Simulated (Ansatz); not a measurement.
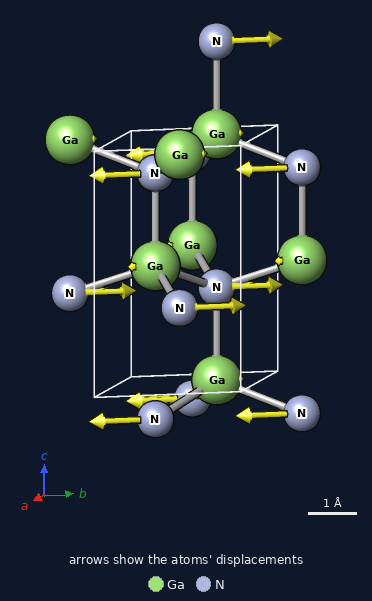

Normal modes of solid GaN relaxed at 3 GPa, space group P6₃mc (No. 186), at the zone centre. The optical levels lie at 136 (×2), 325, 515, 537 (×2), 546 (×2), 671 cm⁻¹. One mode is drawn. The yellow arrows are the displacements of the atoms (eigenvector over the root of the mass), of arbitrary overall length and sign. A ball-and-stick model of the cell of the calculation, seen slightly off an axis.

Level of theory: DFT PBE, scalar-relativistic, plane waves, PAW (Ansatz 0.2.0). (plane-wave cutoff 420 eV; k-point mesh 12 × 12 × 6; occupations fixed; target pressure 3 GPa; no spin polarisation)

Frequencies are those without the non-analytic (LO–TO) term.

### To which level does it belong?

The level at 546 cm⁻¹. This is the E₂ mode (doubly degenerate; one member of the set is drawn), optical level 5 of 6, counted from below, Raman-active by symmetry. All motion is along b; atoms of one kind move against one another, with no net shift of any sublattice; it stretches the shortest Ga–N bonds (1.96 Å); the kinetic energy is shared as N 88 %, Ga 12 %.
